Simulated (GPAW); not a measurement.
# Magnetic state of Co2 Re2 Co2 0001 from several starts, part 2 of 2

A self-consistent run ends on one state, which hangs on the start. Several orders of Co2 Re2 Co2 0001 are started in GPAW and their energies compared.

GPAW 26.7.0; PBE; plane waves with GPAW's PAW setups, scalar-relativistic.

So far. Step 2 (Start 1: ferro ++++): After 56 cycles the largest moment stands at 1.87 μB.

## 3. Start 2: antiferro ++--

An opposed order shows whether the pairs that it reverses prefer unlike signs.

The input, order2.py:

```python
import json
import numpy as np
from ase import Atoms
from ase.parallel import paropen, parprint
from gpaw import GPAW

atoms = Atoms(['Co', 'Co', 'Re', 'Re', 'Co', 'Co'],
    cell=[[2.761, 0.0, 0.0],
         [-1.3805, 2.391096, 0.0],
         [0.0, 0.0, 21.497386]],
    scaled_positions=[[0.0, 0.0, 0.279104],
         [0.333333, 0.666667, 0.357316],
         [0.0, 0.0, 0.448211],
         [0.333333, 0.666667, 0.551789],
         [0.0, 0.0, 0.642684],
         [0.333333, 0.666667, 0.720896]],
    pbc=True,
    magmoms=[1.8, 1.8, 0.0, 0.0, -1.8, -1.8])
atoms.calc = GPAW(mode={'name': 'pw', 'ecut': 450},
    xc='PBE',
    kpts={'size': (20, 20, 1), 'gamma': True},
    occupations={'name': 'fermi-dirac', 'width': 0.05},
    convergence={'density': 1e-05, 'energy': 1e-05},
    maxiter=200,
    mixer={'name': 'pulay', 'beta': 0.03, 'nmaxold': 8, 'weight': 100},
    symmetry={'tolerance': 1e-4},
    txt='order2.txt')
e = atoms.get_potential_energy(force_consistent=True)
res = {'free_energy': e, 'energy_sigma0': atoms.get_potential_energy(), 'fermi_energy': atoms.calc.get_fermi_level()}
res['moments'] = atoms.get_magnetic_moments().tolist()
res['total'] = atoms.get_magnetic_moment()
parprint('site moments (muB):', np.round(res['moments'], 3))
parprint(f"total moment: {res['total']:.3f} muB")
parprint(f'free energy: {e:.6f} eV')
atoms.calc.write('order2.gpw')
with paropen('results.json', 'w') as f:
    json.dump(res, f)
```

Run with:

```
$ OMP_NUM_THREADS=1 mpirun -n 4 gpaw python order2.py > order2.log
```

Numbers of over 12 decimals in the logs are rounded to 6 here.

What it wrote:

```text
site moments (muB): [ 1.87   1.335 -0.09   0.09  -1.335 -1.87 ]
total moment: -0.000 muB
free energy: -52.723517 eV

--- order2.txt ---
Input parameters:
  mode=PW(ecut=450),
  convergence={'density': 1e-05, 'energy': 1e-05},
  kpts=MonkhorstPack(size=(20, 20, 1), gamma=True),
  maxiter=200,
  mixer=Pulay(name='pulay', nmaxold=8, beta=0.03, weight=100, sigma=0.015, g_ss=None),
  occupations=Occupations(name='fermi-dirac', width=0.05),
  symmetry=Symmetry(tolerance=0.0001),
  xc=XC(name='PBE')

Diagonalizing LCAO Hamiltonian
Converting LCAO to pw mode

        Co

       Co
        Re

       Re
        Co

       Co

Atoms  # Å, Bohr magnetons
|   | symbol |         x |        y |         z |    initial magnetic moments |
|---|--------|-----------|----------|-----------|-----------------------------|
| 0 |     Co |  0.000000 | 0.000000 |  6.000006 | ( 0.0000,  0.0000,  1.8000) |
| 1 |     Co | -0.000001 | 1.594065 |  7.681360 | ( 0.0000,  0.0000,  1.8000) |
| 2 |     Re |  0.000000 | 0.000000 |  9.635365 | ( 0.0000,  0.0000,  0.0000) |
| 3 |     Re | -0.000001 | 1.594065 | 11.862021 | ( 0.0000,  0.0000,  0.0000) |
| 4 |     Co |  0.000000 | 0.000000 | 13.816026 | ( 0.0000,  0.0000, -1.8000) |
| 5 |     Co | -0.000001 | 1.594065 | 15.497380 | ( 0.0000,  0.0000, -1.8000) |

Unit cell  # Å
| periodic |         x |        y |         z |   lengths |     angles |
|----------|-----------|----------|-----------|-----------|------------|
|      yes |  2.761000 | 0.000000 |  0.000000 |  2.761000 |  90.000000 |
|      yes | -1.380500 | 2.391096 |  0.000000 |  2.761000 |  90.000000 |
|      yes |  0.000000 | 0.000000 | 21.497386 | 21.497386 | 120.000001 |

Number of symmetries: 6

BZ-sampling:
  Number of BZ points: 400
  Number of IBZ points: 44

  Monkhorst-Pack size: [20, 20, 1]
  Monkhorst-Pack shift: [0.025, 0.025, 0.0]

Plane wave coefficients: 3102
Cutoff: 450.000000 eV

Spin-components: 2 (collinear spins)
Bands:           42
Projectors:      36
Spin-degeneracy: 1
Datatype:        complex128

Parallelization:
  kpt:    4
  domain: 1
  band:   1

Density:
  Valence electrons: 62.0
  Components: 2
  Grid points: [ 14  14 108]
  Charge: 0.0  # |e|

Potential:
  Grid points: [ 14  14 108]

[... setups left out ...]
Reference energy: -1058985.950654  # eV

eigensolver:
  PPCG
  Converge bands: occupied
  niter=2

density mixing:
  Pulay-Mixer
  Linear mixing parameters: 0.03
  Old densities: 8
  Fourier metric: weight=100, sigma=0.015

occupation numbers:
  Fermi-Dirac:
    width: 0.0500  # eV

poisson solver:
  ecut: 3600.000000  # eV

xc functional:
  name: PBE with 2 nearest neighbor stencil

convergence criteria:
- Maximum integral of absolute [dens]ity change: 1e-05 electrons / valence electron
- Maximum [total energy] change in last 3 cyles: 1e-05 eV / valence electron
- Maximum integral of absolute [eigenst]ate change: 4e-08 eV^2 / valence electron
maximum number of iterations: 200

SCF iterations
|iter     |      energy | eigst |  dens |  magmom |
|---------|-------------|-------|-------|---------|
|iter:   1|       0s |  -55.230622 | +0.35 |       |  -0.0000|
|iter:   2|       5s |  -54.356557 | -0.88 | -0.86 |  +0.0000|
|iter:   3|       9s |  -53.617225 | -1.67 | -0.94 |  +0.0000|
|iter:   4|      16s |  -53.297322 | -2.25 | -1.08 |  -0.0000|
|iter:   5|      23s |  -52.621636 | -0.82 | -1.13 |  +0.0008|
|iter:   6|      27s |  -52.624168 | -2.39 | -1.32 |  +0.0003|
|iter:   7|      33s |  -52.649754 | -2.85 | -1.33 |  -0.0001|
|iter:   8|      37s |  -52.611778 | -3.11 | -1.32 |  -0.0001|
|iter:   9|      41s |  -52.607305 | -1.64 | -1.36 |  +0.0001|
|iter:  10|      46s |  -52.612707 | -2.54 | -1.62 |  +0.0001|
[... 31 iterations left out ...]
|iter:  42|     179s |  -52.691709c| -8.01c| -4.55 |  +0.0000|
|iter:  43|     181s |  -52.691709c| -8.37c| -4.57 |  -0.0000|
|iter:  44|     184s |  -52.691709c| -8.54c| -4.58 |  +0.0000|
|iter:  45|     186s |  -52.691709c| -8.96c| -4.58 |  -0.0000|
|iter:  46|     189s |  -52.691709c| -8.69c| -4.61 |  +0.0000|
|iter:  47|     191s |  -52.691709c| -8.75c| -4.66 |  -0.0000|
|iter:  48|     193s |  -52.691709c| -9.07c| -4.72 |  -0.0000|
|iter:  49|     195s |  -52.691710c| -8.74c| -4.76 |  +0.0000|
|iter:  50|     198s |  -52.691710c| -8.19c| -4.83 |  +0.0000|
|iter:  51|     200s |  -52.691710c| -8.36c| -5.12c|  -0.0000|

Converged in 51 steps
Energy contributions relative to reference atoms: (reference = -1058985.950654)

Energy contributions:
  Kinetic:          42.802195
  Coulomb:         -40.040819
  Zero:              1.073745
  External:          0.000000
  Xc:              -56.495023
  Entropy:          -0.063614
  Spinorbit:         0.000000
  ----------------------------
  Free energy:     -52.723517
  Extrapolated:    -52.691710

dipole moment: (-19.903258, -16.679558, -0.000039)  # |e|*Ang

Total magnetic moment: (0.000000, 0.000000, -0.000000)

Local magnetic moments
|        x |        y |         z |
|----------|----------|-----------|
| 0.000000 | 0.000000 |  1.870106 |  # Co   0
| 0.000000 | 0.000000 |  1.334991 |  # Co   1
| 0.000000 | 0.000000 | -0.090215 |  # Re   2
| 0.000000 | 0.000000 |  0.090213 |  # Re   3
| 0.000000 | 0.000000 | -1.334991 |  # Co   4
| 0.000000 | 0.000000 | -1.870104 |  # Co   5

Fermi level: 4.248
Eigenvalues  # (at kpt = [-0.000, -0.000, 0.000])
| band index |      eig [eV] | occ [0-1] |      eig [eV] | occ [0-1] |
|------------|---------------|-----------|---------------|-----------|
|          0 |       -38.061 |     1.000 |       -38.061 |     1.000 |
|        ... |               |           |               |           |
|         27 |         3.210 |     1.000 |         3.210 |     1.000 |
|         28 |         3.210 |     1.000 |         3.210 |     1.000 |
|         29 |         3.398 |     1.000 |         3.398 |     1.000 |
|         30 |         3.619 |     1.000 |         3.619 |     1.000 |
|         31 |         3.619 |     1.000 |         3.619 |     1.000 |
|         32 |         4.089 |     0.960 |         4.089 |     0.960 |
|         33 |         4.234 |     0.567 |         4.234 |     0.567 |
|         34 |         4.234 |     0.567 |         4.234 |     0.567 |
|         35 |         5.010 |     0.000 |         5.010 |     0.000 |
|         36 |         5.010 |     0.000 |         5.010 |     0.000 |
|         37 |         5.238 |     0.000 |         5.238 |     0.000 |
|         38 |         5.859 |     0.000 |         5.859 |     0.000 |
|         39 |         5.859 |     0.000 |         5.859 |     0.000 |
|         40 |         5.874 |     0.000 |         5.874 |     0.000 |
|         41 |         7.096 |     0.000 |         7.096 |     0.000 |

No gap
No difference between direct/indirect transitions
```

The job ended after 3.5 min (4 MPI ranks of Intel Xeon at 2.70GHz, shared host; peak memory 1 GiB; 14 min of CPU time).

Spin moment in the augmentation sphere by atom:

```
atom  spin moment in the augmentation sphere (μB)
 Co1                                         1.87
 Co2                                         1.33
 Re3                                        -0.09
 Re4                                         0.09
 Co5                                        -1.33
 Co6                                        -1.87
```

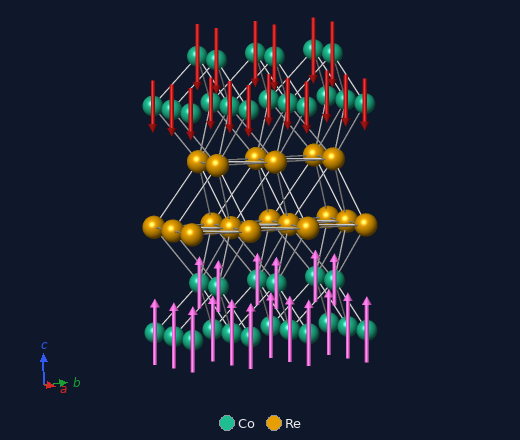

Spin moment in the augmentation sphere as arrows, the longest 1.87 μB. Up and down stand for the sign. Arrows give size and sign along the axis of quantisation, drawn up and down the page. The two directions have two colours. Bonds to atoms that aren't drawn are left out. 2×3×1 cells are drawn. Some periodic images of atoms are drawn too.

Numbers from this step:

| Item | Value |
| --- | --- |
| magnetization | 0 μB |
| final state | antiferromagnetic |

It lies 2.05 meV a seeded atom over the first start, and its largest moment is 1.87 μB against 1.87 μB.

## 4. The states side by side

These are free energies at a smearing of 0.05 eV, so its entropy term is in the differences. They are divided by the number of seeded atoms, so that cells of unlike size compare.

Orders:

```csv
start,final state,typed order kept,energy over the lowest (meV a seeded atom),largest site moment (μB),net moment (μB a primitive cell),mesh matched,CPU time (s)
ferro ++++,ferromagnetic,yes,0,1.873,6.404,yes,1063
antiferro ++--,antiferromagnetic,yes,2.055,1.87,0,yes,846.6
```

## 5. What came out

| Item | Value |
| --- | --- |
| lowest state found | ferromagnetic (typed ferro ++++) |
| largest site moment | 1.87 μB |
| next state | antiferromagnetic, 2.05 meV a seeded atom higher |

What this shows: The lowest state found is ferromagnetic, reached from the start ferro ++++, with moments up to 1.87 μB. The two lowest states lie so close that the mesh, the functional or spin–orbit coupling could swap them. Only 2 starts are shown; other collinear patterns, canted and longer-period orders are not.

[Logs and program files are shortened in this print: banners, set-up blocks, solver, clock and traceback lines can be left out without a mark of their own.]

[Logs are printed without paths, hosts, clocks, repeated set-up lines and the standing remarks that a program may print on its own settings, such as how far it seeks lower states.]

[Hosts, paths, dates, database ids (printed as entryN), source tags and the programs' standing remarks are cut or masked in the printed files.]

[Where a cell is said to come from a database of computed structures, the database is the Materials Project.]
